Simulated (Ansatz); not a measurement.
# Ti$_{3}$O: single-point calculation

System: Ti$_{3}$O (P6₃/mcm, 8 atoms in the cell).
Method: DFT, PBEsol, plane waves, PAW, no spin polarisation (Ansatz 0.2.0).

The structure derives from a Materials Project entry. Figures and captions count atoms from 1; the log counts them from 0 in places.

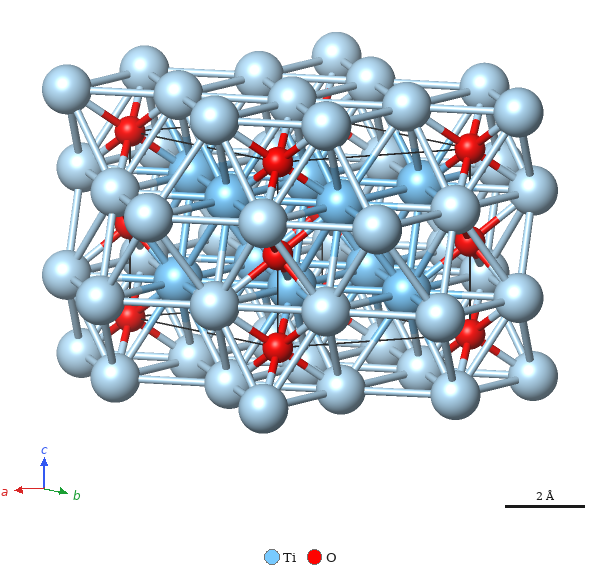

Figure 1. The input geometry (ball-and-stick view of the cell of the calculation, seen at an oblique angle; neighbours outside the cell are drawn fainter). Near neighbours in the crystal (not all of them lie inside the picture): Ti has 2 O at 2.08 Å and 12 Ti at 2.92 to 3.00 Å; O has 6 Ti at 2.08 Å.

Input
```yaml
crystal:
  lattice:
    - [5.1284236718, 0.0, 0.0]
    - [-2.5642118359, 4.4413451812, 0.0]
    - [0.0, 0.0, 4.8542428262]
  atoms:
    - { symbol: Ti, position: [0.0, 0.6717112703, 0.75] }
    - { symbol: Ti, position: [0.0, 0.3282887297, 0.25] }
    - { symbol: Ti, position: [0.6717112703, 0.0, 0.75] }
    - { symbol: Ti, position: [0.6717112703, 0.6717112703, 0.25] }
    - { symbol: Ti, position: [0.3282887297, 0.3282887297, 0.75] }
    - { symbol: Ti, position: [0.3282887297, 0.0, 0.25] }
    - { symbol: O, position: [0.0, 0.0, 0.5] }
    - { symbol: O, position: [0.0, 0.0, 0.0] }
basis:
  ecutwfc: 500
  precision: f64
kpoints:
  mp_grid: { grid: [12, 12, 8] }
hamiltonian:
  xc: pbesol
scf:
  occupations: { method: gaussian, width: 0.1 }
  eigensolver: { kind: davidson }
output:
  forces: true
  eigenvalues: true
  stress: true
```

Hardware: 1 thread of Intel Xeon (Granite Rapids), 192 GiB of memory available, shared host.

Launch command:
```bash
ansatz run input.yaml --threads 1 --pin off --max-ram 2560MiB --backend cpu --events-out ev --progress --plain --runs-dir out
```

The program's output
```
Engine: ansatz 0.2.0, x86_64-unknown-linux-gnu
Pseudopotentials: kind: paw
Pseudopotential: Ti, paw, valence charge 12, recommended cutoff 420 eV (normal), Ti.paw.azcp
Pseudopotential: O, paw, valence charge 6, recommended cutoff 420 eV (normal), O.paw.azcp
Functional definition: PBEsol
  exchange = pbesol_x
  correlation = pbesol_c
Crystal: 8 atoms, lattice volume = 110.566 Å³
Basis set: ecut = 500 eV, 2801 PW (Γ), exchange–correlation on 80×80×72 points (8 copies of the dense FFT grid, shifted against one another)
Bands: 51, of which v1, the nominal top of the filled ones, is band 42 counted from 1 (41 counted from 0)
Symmetry: 24 space group operations
Space group: P63/mcm (ITA 193), of the structure as read, at distance tolerance 4.8e-5 Å
k-points: 95 of 1152
Non-local potential: Ti, projectors of the file, l = 0: 3, l = 1: 2, l = 2: 3, l = 3: 1
Non-local potential: O, projectors of the file, l = 0: 2, l = 1: 2, l = 2: 1
PAW form: soft (Blöchl's): semilocal exchange-correlation on the pseudo side does not see the compensation charge
PAW frozen core: Ti, regenerated for the run's functional, and the local potential with it (the file was generated under x = pbe(κ = 0.804, μ = 0.2195149727645171), c = pbe(β = 0.06672455060314922))
PAW frozen core: O, regenerated for the run's functional, and the local potential with it (the file was generated under x = pbe(κ = 0.804, μ = 0.2195149727645171), c = pbe(β = 0.06672455060314922))
PAW one-centre angular grid: Ti, 590 points (default); XC on 64 Gauss nodes
PAW one-centre angular grid: O, 110 points (default); XC on 64 Gauss nodes
Initial density: superposition of atomic densities (neutral atoms: chi_scale 0, normalization atom), corrected by the library's trained network
Initial wavefunctions: pseudopotential atomic-orbital guess
Functional: x = pbesol(κ = 0.804, μ = 0.12345679012345678), c = pbesol(β = 0.046)
SCF iter   1: F=—  HF=-15971.017818 eV  |F-HF|=—  |Δ(HF+E_count)|=         —  Δρ=1.01e-2  dr2=7.07e-2  ethr=1.77e-3  ⟨swp⟩=5.0  Hψ=20094  notcnv=0
preconditioner: auto → Kerker (q_TF=auto, 2.606 Å⁻¹)  [metal: Δε(μ)=0.017 eV  Ē_g=4.650 eV  σ=0.100 eV  W_gap=0.09  n_scr=28 (ndim 8)  ℏωp=20.0 eV  f_vac=0.000  D(μ)=4.94/eV (n_scr^D=46)]
SCF iter   2: F=—  HF=-15971.001860 eV  |F-HF|=—  |Δ(HF+E_count)|=   1.60e-2  Δρ=5.27e-3  dr2=2.38e-2  ethr=8.42e-5  ⟨swp⟩=3.0  Hψ=10102  notcnv=0
SCF iter   3: F=—  HF=-15970.998084 eV  |F-HF|=—  |Δ(HF+E_count)|=   3.78e-3  Δρ=1.34e-3  dr2=2.97e-3  ethr=2.83e-5  ⟨swp⟩=4.4  Hψ=11488  notcnv=0  defer=1
SCF iter   4: F=—  HF=-15970.997704 eV  |F-HF|=—  |Δ(HF+E_count)|=   3.80e-4  Δρ=4.75e-4  dr2=4.89e-4  ethr=3.53e-6  ⟨swp⟩=5.0  Hψ=11394  notcnv=0
iter 5 solved again at ethr=2.19e-8 eV; its pass at ethr=5.82e-7 eV (dr2=1.84e-5 eV) is discarded
SCF iter   5: F=—  HF=-15970.997643 eV  |F-HF|=—  |Δ(HF+E_count)|=   6.08e-5  Δρ=1.66e-4  dr2=1.85e-5  ethr=2.19e-8  ⟨swp⟩=5.6  Hψ=25250  notcnv=0
SCF iter   6: F=—  HF=-15970.997442 eV  |F-HF|=—  |Δ(HF+E_count)|=   2.01e-4  Δρ=6.87e-5  dr2=5.57e-6  ethr=2.19e-8  ⟨swp⟩=4.0  Hψ=10470  notcnv=0
SCF iter   7: F=—  HF=-15970.997441 eV  |F-HF|=—  |Δ(HF+E_count)|=   1.05e-6  Δρ=1.66e-5  dr2=3.27e-7  ethr=6.63e-9  ⟨swp⟩=4.1  Hψ=10612  notcnv=0
SCF iter   8: F=-15970.997441 eV  HF=-15970.997441 eV  |F-HF|=1.17e-8  |Δ(HF+E_count)|=   2.06e-8  Δρ=4.81e-6  dr2=1.92e-8  ethr=3.89e-10  ⟨swp⟩=5.7  Hψ=13760  notcnv=0
SCF 1 converged in 8 iterations: F = -15970.997441 eV  dr2 = 1.92e-8
  Residual-converged pass: ⟨swp⟩=3.2  Hψ=10573  notcnv=0  max |occ|·‖R‖ = 6.5e-6 eV (tolerance 6.7e-6 eV)  dr2=1.95e-8  dr2_onsite=3.67e-9  max |Δocc| = 2.6e-8
  greatest PAW one-centre occupation: 0.999 electrons in one spin orbital (limit 2), on the Ti atom at site 5 (counted from 0), in its partial waves of l = 0
SCF converged after 8 iterations
Free energy (F): -15970.997441 eV
Harris-Foulkes:  -15970.997441 eV  (|F-HF|=1.17e-8)
Internal energy: -15970.972072 eV  (E = F + TS)
E sigma→0 (E₀):  -15970.984757 eV
Entropy (-TS):   -0.025369 eV (-3.171 meV/atom)
Fermi energy:    14.106880 eV
--- Per-component energies (eV) ---
  E_band       = -895.903373
  E_kinetic    = 1987.737381
  E_local      = -5613.965168  (includes V_loc(G=0)·N_el)
  E_nonlocal   = 150.318909
  E_hartree    = 2295.902081
  E_xc         = -728.405830
  E_vxc        = -919.568486  (∫ρ·V_xc dr)
  E_paw        = -6438.723640  (= ΣΔE_a)
  E_vpaw       = -1092.221509  (= ΣTr[D̂ρ^β])
  E_aug_tail   = 0.002484  (compensation charges beyond the density's cutoff)
  E_ewald      = -7624.745171
  E_core_change = 0.906882  (= ΣΔE_core)
  E_smearing   = -0.025369  (= −TS)
  E_closure    = -0.000000  (closes the sum)
  Σ components = -15970.997441   (vs F -15970.997441, Δ=0.00e0)
--- Forces (eV/Å), atoms counted from 1 ---
  atom   1  Ti    -0.05029615     0.08711548     0.00000000
  atom   2  Ti     0.05029615    -0.08711548     0.00000000
  atom   3  Ti     0.10059229     0.00000000     0.00000000
  atom   4  Ti     0.05029615     0.08711548     0.00000000
  atom   5  Ti    -0.05029615    -0.08711548    -0.00000000
  atom   6  Ti    -0.10059229     0.00000000    -0.00000000
  atom   7  O      0.00000000     0.00000000    -0.00000000
  atom   8  O      0.00000000    -0.00000000     0.00000000
  max |Σ_I F_I| component: 8.33e-17 eV/Å
--- Stress (GPa, compression-positive) ---
       -4.337449      -0.000000       0.000000
       -0.000000      -4.337449       0.000000
        0.000000       0.000000      -3.184573
  P = ⅓ Tr σ = -3.9532 GPa (-39.532 kbar)
--- Band table (eV; the first three rows and the last of 95) ---
  k-point 0: bands = ["-42.8482", "-42.7426", "-42.7193", "-42.7193", "-42.7096", "-42.7096", "-19.6317", "-19.6021", "-19.2691", "-19.2341", "-19.2341", "-19.2149", "-19.2149", "-19.2007", "-19.2007", "-19.1547", "-19.1482", "-19.1482", "-18.9882", "-18.9642", "-18.8999", "-18.8999", "-18.8291", "-18.8291", "-7.1527", "-6.3751", "5.0238", "6.6619", "6.6619", "6.9593", "6.9593", "9.1206", "9.2951", "12.2556", "12.3950", "12.3950", "12.5123", "12.8642", "13.3316", "13.3316", "13.3701", "13.8876", "13.8876", "14.2212", "14.8258", "14.8258", "15.2470", "15.2696", "15.2696", "15.5684", "15.5684"]
  k-point 1: bands = ["-42.8443", "-42.7467", "-42.7189", "-42.7189", "-42.7099", "-42.7099", "-19.6105", "-19.5915", "-19.2790", "-19.2724", "-19.2724", "-19.2686", "-19.2686", "-19.1484", "-19.1422", "-19.1422", "-19.1152", "-19.1152", "-18.9946", "-18.9890", "-18.8964", "-18.8964", "-18.8311", "-18.8311", "-7.1243", "-6.4065", "5.1476", "6.6642", "6.6642", "6.9376", "6.9376", "8.9296", "9.3635", "12.1482", "12.4597", "12.4597", "12.5564", "12.8796", "13.3745", "13.3745", "13.4178", "13.8353", "13.8353", "14.2351", "14.7553", "14.7553", "15.2336", "15.3215", "15.3215", "15.6567", "15.6567"]
  k-point 2: bands = ["-42.8329", "-42.7582", "-42.7178", "-42.7178", "-42.7110", "-42.7110", "-19.5616", "-19.5526", "-19.3255", "-19.3255", "-19.3187", "-19.3187", "-19.3040", "-19.1306", "-19.0865", "-19.0865", "-19.0695", "-19.0695", "-19.0587", "-19.0129", "-18.8866", "-18.8866", "-18.8367", "-18.8367", "-7.0431", "-6.4949", "5.5082", "6.6744", "6.6744", "6.8810", "6.8810", "8.3538", "9.6536", "11.8219", "12.6392", "12.6392", "12.6724", "12.9154", "13.4923", "13.4923", "13.5525", "13.6960", "13.6960", "14.2260", "14.5563", "14.5563", "15.2158", "15.5164", "15.5164", "15.8052", "15.8052"]
  k-point 94: bands = ["-42.7513", "-42.7513", "-42.7367", "-42.7367", "-42.7367", "-42.7367", "-19.5768", "-19.5768", "-19.3313", "-19.3313", "-19.3313", "-19.3313", "-19.1373", "-19.1373", "-19.0825", "-19.0825", "-19.0825", "-19.0825", "-18.9603", "-18.9603", "-18.9603", "-18.9603", "-18.8725", "-18.8725", "-6.7712", "-6.7712", "6.6952", "6.6952", "6.6952", "6.6952", "6.9219", "6.9219", "11.8934", "11.8934", "11.8934", "11.8934", "13.0412", "13.0412", "13.0586", "13.0586", "13.0586", "13.0586", "14.5540", "14.5540", "14.7753", "14.7753", "14.7753", "14.7753", "15.5375", "15.5375", "16.2304"]
```

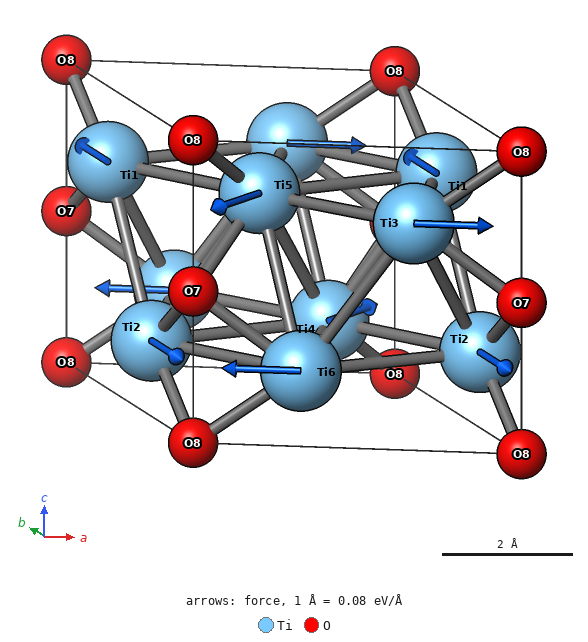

Figure 2. Forces on the atoms as blue arrows (ball-and-stick view of the cell of the calculation, seen slightly off an axis; atoms are numbered from 1 in the order of the input). The largest act on all 6 Ti atoms (0.10 eV/Å). The geometry is not a stationary point of this energy.

Results in brief

- outcome: converged
- space group (tolerance 0.01 Å): P6₃/mcm (193)
- electrons treated: 84
- free energy: −15970.9974 eV
- Fermi energy: 14.107 eV
- gap on the k-point mesh: none (metallic)
- pressure: −3.95 GPa
- largest force (length of the vector): 0.101 eV/Å
- wall time: 32 s
- peak memory: 0.68 GiB

Notes

Settings chosen away from the usual ones: hamiltonian.xc set to pbesol (from r2scan); scf.eigensolver.kind set to davidson; basis.precision set to f64.
